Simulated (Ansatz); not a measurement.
# ZnS: 6 runs along one coordinate

System: ZnS (P6₃mc, 12 atoms in the cell).
Method: Kohn-Sham DFT of a periodic cell, PBE, Ansatz PAW small core, no spin polarisation (Ansatz 0.2.0).

The 6 runs differ only in the geometry, by an even scaling of the cell at fixed fractional positions. The structure derives from an entry of the Crystallography Open Database.

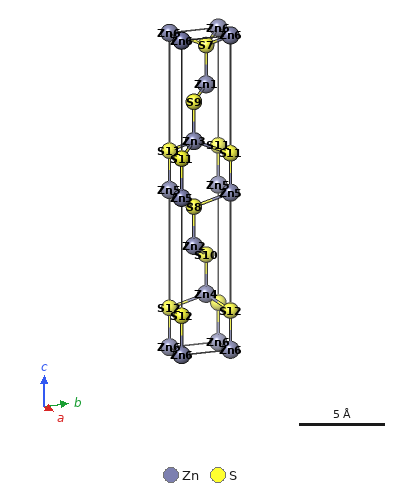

Figure 1. The structure of run 4 (ball-and-stick view of the cell of the calculation, seen slightly off an axis; atoms are numbered from 1 in the order of the input).

**Input of run 4**
```yaml
crystal:
  lattice:
    - [3.8372457688, 0.0, 0.0]
    - [-1.9186228844, 3.3231523164, 0.0]
    - [0.0, 0.0, 18.8137683755]
  atoms:
    - { symbol: Zn, position: [0.3333333333, 0.6666666667, 0.83333] }
    - { symbol: Zn, position: [0.6666666667, 0.3333333333, 0.33333] }
    - { symbol: Zn, position: [0.6666666667, 0.3333333333, 0.66667] }
    - { symbol: Zn, position: [0.3333333333, 0.6666666667, 0.16667] }
    - { symbol: Zn, position: [0.0, 0.0, 0.5] }
    - { symbol: Zn, position: [0.0, 0.0, 0.0] }
    - { symbol: S, position: [0.3333333333, 0.6666666667, 0.95833] }
    - { symbol: S, position: [0.6666666667, 0.3333333333, 0.45833] }
    - { symbol: S, position: [0.6666666667, 0.3333333333, 0.79167] }
    - { symbol: S, position: [0.3333333333, 0.6666666667, 0.29167] }
    - { symbol: S, position: [0.0, 0.0, 0.625] }
    - { symbol: S, position: [0.0, 0.0, 0.125] }
hamiltonian:
  xc: pbe
  pseudopotentials: { kind: paw, core: small }
kpoints:
  mp_grid: { grid: [8, 8, 2] }
scf:
  occupations: { method: fermi_dirac, width: 0.05 }
output:
  forces: true
  stress: true
  eigenvalues: true
```

Command:
```bash
ansatz run input.yaml --threads 2 --pin off --max-ram 5120MiB --backend cpu --events-out ev --progress --plain --runs-dir out
```

Run 3 differs from it as follows:
```diff
-    - [3.8372457688, 0.0, 0.0]
-    - [-1.9186228844, 3.3231523164, 0.0]
-    - [0.0, 0.0, 18.8137683755]
+    - [3.812, 0.0, 0.0]
+    - [-1.906, 3.3012888392, 0.0]
+    - [0.0, 0.0, 18.68999]
```

**Results, with one run withheld**

```tsv
run	volume per atom (Å³)	free energy per atom, from the lowest run given (meV)	pressure (GPa)	gap on the mesh (eV)
1	18.816	21.95	5.62	2.34
2	19.208	10.50	3.78	2.25
3	19.600	?	?	?
4	19.992	0.00	0.62	2.08
5	20.384	0.14	−0.72	1.99
6	20.776	3.40	−1.93	1.91
```

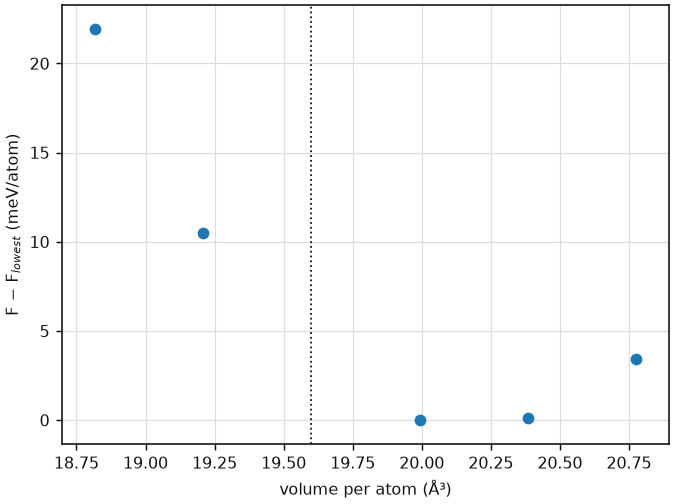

Figure 2. Free energy per atom of the runs given; the dotted line marks run 3.

Estimate the energy of run 3 from the others.

A cubic polynomial in V^(−2/3) (the Birch–Murnaghan form), fitted to the 5 runs given, misses them by under 0.01 meV per atom. With x = V^(−2/3) − 0.13657 Å⁻², it reads F = 1.0608 + 1745.8 x + 5.4349e+05 x² + 7.5332e+05 x³ (meV per atom). At run 3 it gives 3.33 meV per atom, and the run itself gives 3.33. The slope of the fit gives a pressure −dF/dV of 2.12 GPa there, and the run prints 2.12 GPa. The fit has its minimum at 20.170 Å³ per atom, where V d²F/dV² gives 69.4 GPa. Cell shape and fractional positions are held, so this is the stiffness under even scaling; the relaxed bulk modulus wasn't computed. The gap on the mesh goes, without turning, from 2.34 eV in run 1 to 1.91 eV in run 6; run 3 has 2.16 eV. These are gaps of this functional on this mesh, which can miss the band edges; they aren't the measured gap.

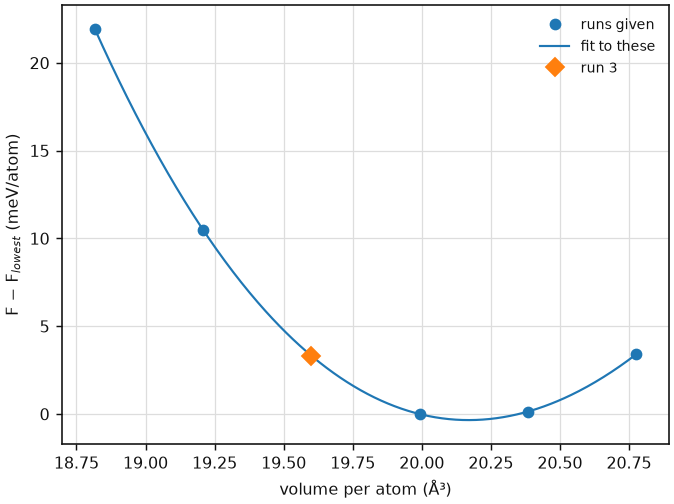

Figure 3. The fit and the withheld run.

**Output, shortened to warnings, some set-up lines, iterations and results (run 3)**
```
Warning: of Zn the run reads no dataset of the core that `hamiltonian.pseudopotentials.core` asks for: this build lists none beside the file that it uses, or the input names that file
Basis set: ecut = 420 eV, 4611 PW (Γ), exchange–correlation on 54×54×250 points (8 copies of the dense FFT grid, shifted against one another)
Symmetry: 12 space group operations
k-points: 20 of 128
Initial density: superposition of atomic densities (neutral atoms: chi_scale 0, normalization atom), corrected by the library's trained network
[...]
SCF iter   1: F=—  HF=-25336.348868 eV  |F-HF|=—  |Δ(HF+E_count)|=         —  Δρ=6.22e-4  dr2=1.90e-3  ethr=1.77e-3  ⟨swp⟩=10.3  Hψ=6092  notcnv=0  defer=2
SCF iter   2: F=—  HF=-25336.351059 eV  |F-HF|=—  |Δ(HF+E_count)|=   2.19e-3  Δρ=5.40e-4  dr2=8.02e-4  ethr=1.76e-6  ⟨swp⟩=3.0  Hψ=3141  notcnv=0  defer=5
SCF iter   3: F=—  HF=-25336.351209 eV  |F-HF|=—  |Δ(HF+E_count)|=   1.50e-4  Δρ=3.04e-4  dr2=1.60e-4  ethr=7.43e-7  ⟨swp⟩=2.0  Hψ=2178  notcnv=0
SCF iter   4: F=—  HF=-25336.351136 eV  |F-HF|=—  |Δ(HF+E_count)|=   7.30e-5  Δρ=8.99e-5  dr2=2.19e-5  ethr=1.48e-7  ⟨swp⟩=2.0  Hψ=2178  notcnv=0
SCF iter   5: F=—  HF=-25336.350922 eV  |F-HF|=—  |Δ(HF+E_count)|=   2.14e-4  Δρ=3.48e-5  dr2=6.50e-6  ethr=2.02e-8  ⟨swp⟩=2.0  Hψ=1578  notcnv=0
SCF iter   6: F=—  HF=-25336.350923 eV  |F-HF|=—  |Δ(HF+E_count)|=   1.02e-6  Δρ=1.39e-5  dr2=9.18e-7  ethr=6.02e-9  ⟨swp⟩=2.1  Hψ=1685  notcnv=0
SCF iter   7: F=-25336.350923 eV  HF=-25336.350923 eV  |F-HF|=2.59e-8  |Δ(HF+E_count)|=   2.45e-7  Δρ=4.72e-6  dr2=4.95e-8  ethr=9.26e-11  ⟨swp⟩=7.5  Hψ=6189  notcnv=0
SCF 1 converged in 7 iterations: F = -25336.350923 eV  dr2 = 4.95e-8
SCF converged after 7 iterations
Free energy (F): -25336.350923 eV
Harris-Foulkes:  -25336.350923 eV  (|F-HF|=2.59e-8)
Internal energy: -25336.350923 eV  (E = F + TS)
E sigma→0 (E₀):  -25336.350923 eV
Fermi energy:    6.994881 eV
--- Per-component energies (eV) ---
  E_band       = 37.347255
  E_kinetic    = 1431.293751
  E_local      = -12226.452740  (includes V_loc(G=0)·N_el)
  E_nonlocal   = 3856.096111
  E_hartree    = 5113.897875
  E_xc         = -1407.161811
  E_vxc        = -838.334086  (∫ρ·V_xc dr)
  E_paw        = -14570.647129  (= ΣΔE_a)
  E_vpaw       = -2413.049248  (= ΣTr[D̂ρ^β])
  E_aug_tail   = -0.002223  (compensation charges beyond the density's cutoff)
  E_ewald      = -7533.374756
  E_smearing   = -0.000000  (= −TS)
  E_closure    = 0.000000  (closes the sum)
  Σ components = -25336.350923   (vs F -25336.350923, Δ=0.00e0)
--- Forces (eV/Å), atoms counted from 1 ---
  atom   1  Zn     0.00000000    -0.00000000     0.00245972
  atom   2  Zn     0.00000000     0.00000000     0.00245972
  atom   3  Zn    -0.00000000    -0.00000000     0.01309825
  atom   4  Zn     0.00000000     0.00000000     0.01309825
  atom   5  Zn     0.00000000     0.00000000    -0.00353487
  atom   6  Zn     0.00000000    -0.00000000    -0.00353487
  atom   7  S      0.00000000     0.00000000    -0.02978402
  atom   8  S     -0.00000000    -0.00000000    -0.02978402
  atom   9  S      0.00000000     0.00000000    -0.00663856
  atom  10  S      0.00000000    -0.00000000    -0.00663856
  atom  11  S      0.00000000     0.00000000     0.02440419
  atom  12  S      0.00000000    -0.00000000     0.02440419
  max |Σ_I F_I| component: 9.43e-6 eV/Å
--- Stress (GPa, compression-positive) ---
        2.098305       0.000000       0.000000
       -0.000000       2.098305       0.000000
        0.000000       0.000000       2.154548
  P = ⅓ Tr σ = 2.1171 GPa (21.171 kbar)
```
